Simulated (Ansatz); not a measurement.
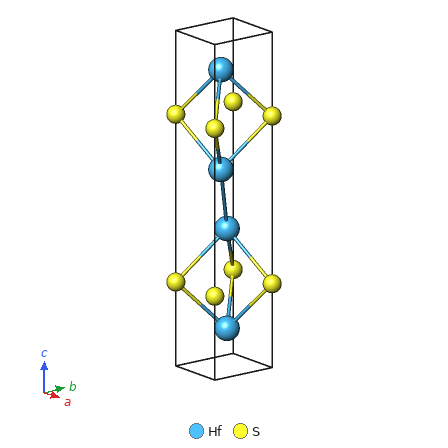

System: Hf₂S, space group P6_3/mmc (No. 194). The picture shows the conventional cell.

Input of the run:
```
crystal:
  lattice:
    - [3.3401672231, 0.0, 0.0]
    - [-1.6700836116, 2.8926696681, 0.0]
    - [0.0, 0.0, 11.709147181]
  atoms:
    - { symbol: Hf, position: [0.6666666667, 0.3333333333, 0.8987137188] }
    - { symbol: Hf, position: [0.3333333333, 0.6666666667, 0.3987137188] }
    - { symbol: Hf, position: [0.6666666667, 0.3333333333, 0.6012862812] }
    - { symbol: Hf, position: [0.3333333333, 0.6666666667, 0.1012862812] }
    - { symbol: S, position: [0.0, 0.0, 0.75] }
    - { symbol: S, position: [0.0, 0.0, 0.25] }
basis:
  ecutwfc: 420
kpoints:
  mp_grid: { grid: [12, 12, 4] }
hamiltonian:
  xc: pbesol
scf:
  occupations: { method: fermi_dirac, width: 0.15 }
output:
  eigenvalues: true
phonons:
  method: dfpt
  eigenvectors: true
```

Command:
```bash
ansatz run input.yaml --threads 2 --pin off --max-ram 6144MiB --backend cpu --events-out ev --progress --plain --runs-dir out
```

Calculation (Ansatz 0.2.0): harmonic phonon frequencies at the zone centre with atoms at rest in the given cell, without the long-range term of polar modes, the three translations left out, imaginary frequencies are negative; plane waves with PAW datasets, Γ-centred k mesh. Level: PBEsol, no spin polarisation.

wave cutoff 420 eV; k mesh 12×12×4; occupations Fermi–Dirac; smearing width 0.15 eV; pressure 0 GPa; phonon method linear response.

Describe the result: the zone-centre optical phonon frequencies (the three acoustic modes are left out).

No frequency is imaginary, so the structure is stable to these displacements (zone-boundary modes weren't tested here). The highest mode lies at 322.4 cm⁻¹. The optical modes lie at 73.5 (×2), 82.4 (×2), 109.8 (×2), 115.5, 132.5, 150.5, 265.2 (×2), 271.8 (×2), 321.9, 322.4 cm⁻¹.

```tsv
frequency (cm⁻¹)
73.5
73.5
82.4
82.4
109.8
109.8
115.5
132.5
150.5
265.2
265.2
271.8
271.8
321.9
322.4
```

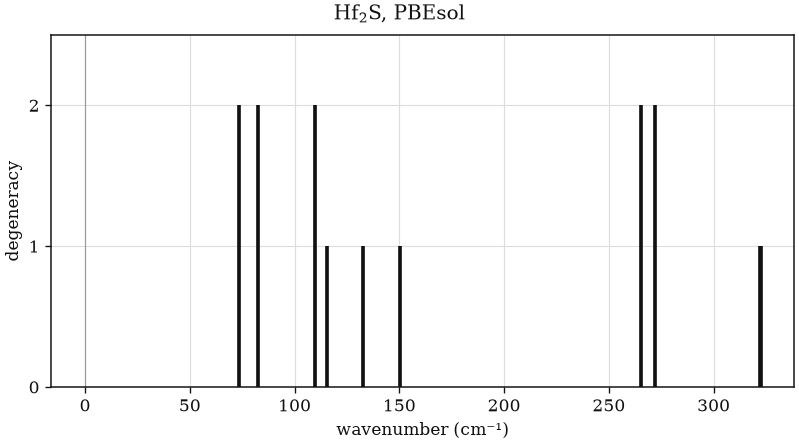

Caveats: metal sensitive to the k mesh.
